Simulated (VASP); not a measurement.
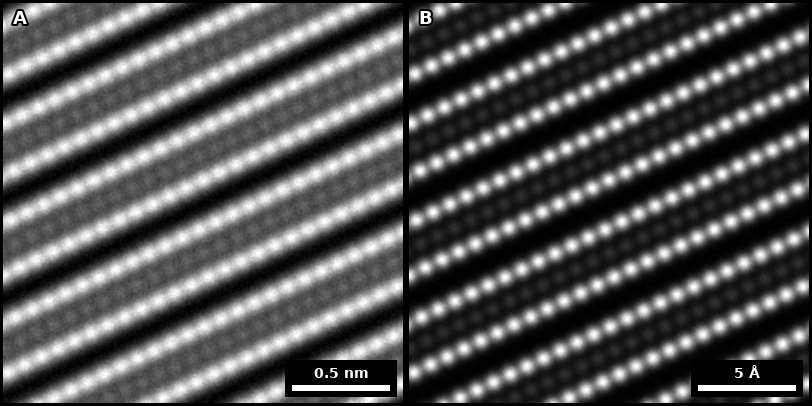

Two simulated images of the same area of Ti$_{2}$O (P-3m1, No. 164) along [310], with a probe of 0.67 Å. One is incoherent Z contrast (Z^1.7 per atom), the other the projected potential of neutral atoms blurred by the probe (iDPC-like, thin sample). Brightness is counted from the darkest point of the image. Shot noise was added. Structure used: the end point of a relaxation with VASP Kohn-Sham DFT of a periodic cell, LDA, VASP PAW LDA potentials, recommended (VASP 6.6.1).

Which panel is which, and how can one tell?

B is the Z-contrast image and A the potential image. The columns of 1 O per repeat reach about 18 % of the brightest peak (1 Ti) in B but about 38 % in A, mainly since the potential grows much more slowly with atomic number.
